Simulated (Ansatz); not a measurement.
**O: density, localisation and related maps**

```
O
1.0
     2.84670    0.00000    0.00000
    -1.42335    2.46531    0.00000
     0.00000    0.00000   10.48052
O
6
Cartesian
  0.0000 0.0000 0.6047
  1.4234 0.8218 4.0982
  0.0000 1.6436 7.5918
  1.4234 0.8218 2.8887
  0.0000 1.6436 6.3823
  0.0000 0.0000 9.8758
```

Space group R-3m; changed on purpose from its base cell (strain +0.000 along x and y, +0.025 along z, atoms carried along); computed pressure about 6 GPa in this cell; spin-polarised.

These are results of DFT PBEsol, scalar-relativistic, plane waves, PAW in Ansatz 0.2.0, not measurements.

The density is the valence pseudo-density of a PAW calculation; it isn't the true density close to the nuclei.

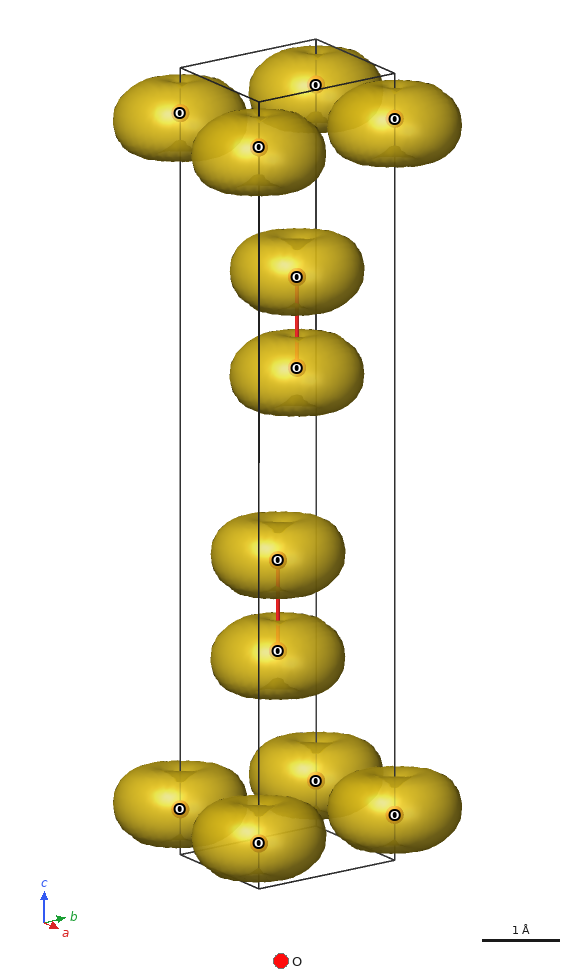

Figure 1. Isosurfaces of the magnetisation density (up minus down) at +0.1 (yellow) and −0.1 e/Å³ (cyan), seen slightly off an axis. Sticks mark near contacts.

Describe the spin distribution.

Answer. The spin density sits on O: +0.5 μB (×6) in one cell of 6 atoms: parallel moments (a ferromagnetic arrangement) in this solution. The cell of the calculation (2 atoms) carries 2.0 μB of net spin moment. Only one sign reaches the isovalue.

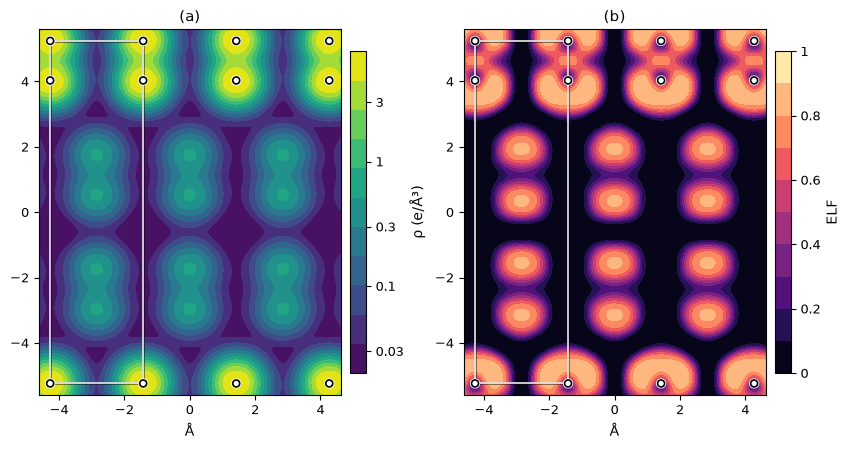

Figure 2. (a) valence pseudo-density; (b) electron localisation function on the (010) plane of the conventional cell. Circles mark the nuclei in the plane (O).

Interpret the plot.

Answer. The section cuts through O sites. Atoms just off the plane (O, 0.8 Å away) can leave unmarked features too. O–O (1.21 Å): ρ is about 3.7 e/Å³ halfway; the ELF peaks at about 0.75 between the atoms. Between the atoms the lowest density in this plane is 0.01 e/Å³.

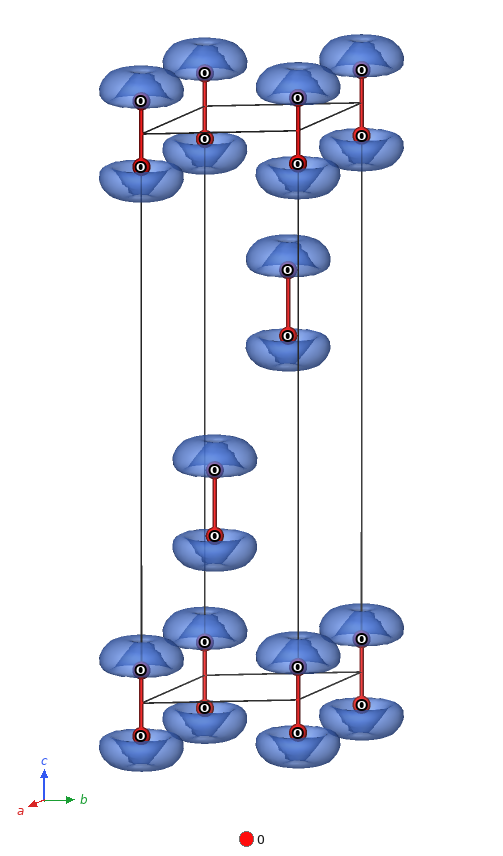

Figure 3. Isosurface of the electron localisation function at 0.85 (blue), seen slightly off an axis. Only the valence region is drawn (cores and ρ < 0.01 e/Å³ removed). Sticks mark near contacts.

Where are the electrons localised?

Answer. The surface consists of six rings or bowls of non-bonding electrons around O, counted in one cell of 6 atoms. Any copies at cell faces, edges or corners count once.

Does the calculation make it a metal, or give it a gap?

Answer. It is metallic or semimetallic at this level of theory: no gap opens.
